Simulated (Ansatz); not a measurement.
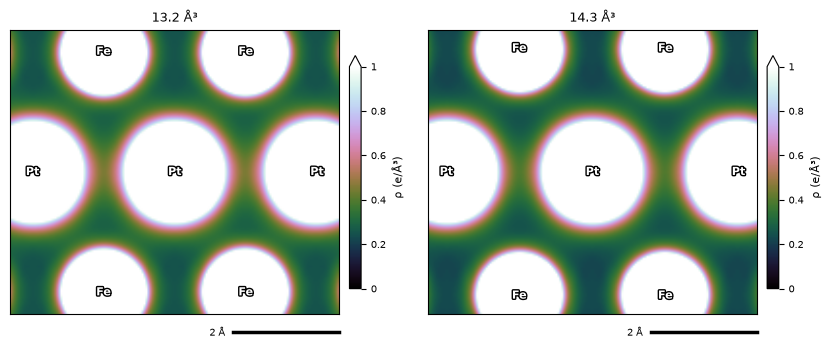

FePt. The valence charge density (pseudo) of cells scaled evenly to different volumes (given per atom above each panel), on the (101̄) plane of each (indices in the axes of the cell below), at one length scale and on one colour scale.

Spin-polarised.

These are results of Ansatz, Kohn-Sham DFT of a periodic cell, wPBEh, Ansatz PAW, not measurements.

Core electrons are frozen (PAW), and the valence fields are smoothed inside the atomic spheres.

The largest cell:

```
CELL_PARAMETERS angstrom
2.75934 0.00000 0.00000
0.00000 2.75934 0.00000
0.00000 0.00000 3.76895
ATOMIC_POSITIONS crystal
Pt 0.50000 0.50000 0.50000
Fe 0.00000 0.00000 0.00000
```

| volume (Å³/atom) | Fe–Pt contact in the plane (Å) | ρ at its midpoint (e/Å³) | pressure (GPa) | largest moment (μB) | 
| --- | --- | --- | --- | --- |
| 13.24 | 2.641 | 0.375 | 19.8 | 3.51 | 
| 13.80 | 2.677 | ? | ? | ? | 
| 14.35 | 2.713 | 0.330 | −0.4 | 3.58 | 

Estimate the missing row, and compare with the calculation.

Answer. Over the known rows ln ρ falls by 1.78 per Å of Fe–Pt distance (the line through the two), which gives 0.352 e/Å³ at 2.677 Å; the calculation gives 0.351 e/Å³. For the pressure, a straight line in volume between the neighbouring rows gives 9.6 GPa; the calculation gives 8.7, lower because pressure rises ever faster on compression. For the largest moment, a straight line in volume between the neighbouring rows gives 3.55 μB; the calculation gives 3.55.
